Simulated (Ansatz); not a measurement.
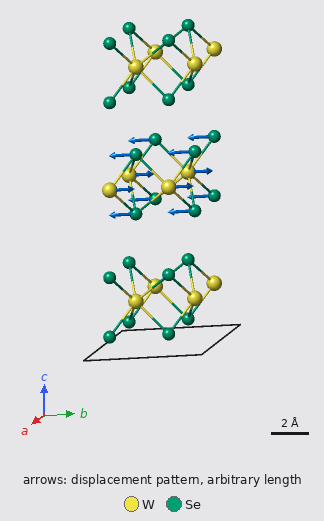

One vibrational mode of solid WSe$_{2}$ at the zone centre. The blue arrows give the relative displacements of the atoms. A ball-and-stick model of the 2 × 2 repeat of the cell, outlined in the plane, without the vacuum, seen slightly off an axis.

All numbers below come from DFT PBEsol, scalar-relativistic, plane waves, PAW in Ansatz.

Input
```yaml
crystal:
  lattice:
    - [3.2709028599, 0.0, 0.0]
    - [-1.6354514299, 2.83268497, 0.0]
    - [0.0, 0.0, 29.1847504091]
  atoms:
    - { symbol: W, position: [0.6666666667, 0.3333333333, 0.0] }
    - { symbol: W, position: [0.3333333333, 0.6666666667, 0.7734641576] }
    - { symbol: W, position: [0.3333333333, 0.6666666667, 0.2265358424] }
    - { symbol: Se, position: [0.3333333333, 0.6666666667, 0.0573689705] }
    - { symbol: Se, position: [0.6666666667, 0.3333333333, 0.830840305] }
    - { symbol: Se, position: [0.6666666667, 0.3333333333, 0.2838341585] }
    - { symbol: Se, position: [0.3333333333, 0.6666666667, 0.9426310295] }
    - { symbol: Se, position: [0.6666666667, 0.3333333333, 0.7161658415] }
    - { symbol: Se, position: [0.6666666667, 0.3333333333, 0.169159695] }
basis:
  ecutwfc: 420
kpoints:
  mp_grid: { grid: [12, 12, 1] }
hamiltonian:
  xc: pbesol
scf:
  occupations: { method: gaussian, width: 0.05 }
output:
  eigenvalues: true
phonons:
  method: fd
  supercell: [1, 1, 1]
  amplitude: 0.02
  eigenvectors: true
  dielectric: false
```

Launched with:
```bash
ansatz run input.yaml --threads 2 --pin off --max-ram 5120MiB --backend cpu --events-out ev --progress --plain --runs-dir out
```

Frequencies are those without the non-analytic (LO–TO) term.

What mode is this, and where does it lie in the spectrum?

This is the E′ mode (doubly degenerate; one member of the set is drawn) at 30.4 meV, optical level 7 of 12, counted from below, infrared- and Raman-active by symmetry. All motion is along b of the drawn cell; the kinetic energy is shared as Se 54 %, W 46 %.

Limits of the set-up: layers or molecules are held without a dispersion correction, so their spacing is unreliable.
